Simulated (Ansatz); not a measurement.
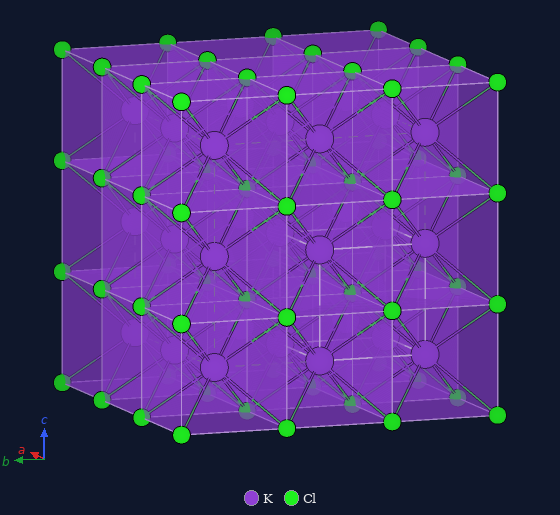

Polyhedra are drawn about K (bonds: Cl–K below 3.7 Å); other atoms are plain spheres.

The compound is KCl (space group Pm-3m, No. 221), taken as a calculation's input that goes back to an entry of the Crystallography Open Database (an earlier step may have relaxed or displaced it).

Sharing among the drawn polyhedra:

```csv
site,polyhedron,corner-sharing neighbours,edge-sharing,face-sharing,bond (Å)
K,KCl8 cube,8,12,6,3.27
```

They form a three-dimensional framework of corner-, edge- and face-sharing cubes.
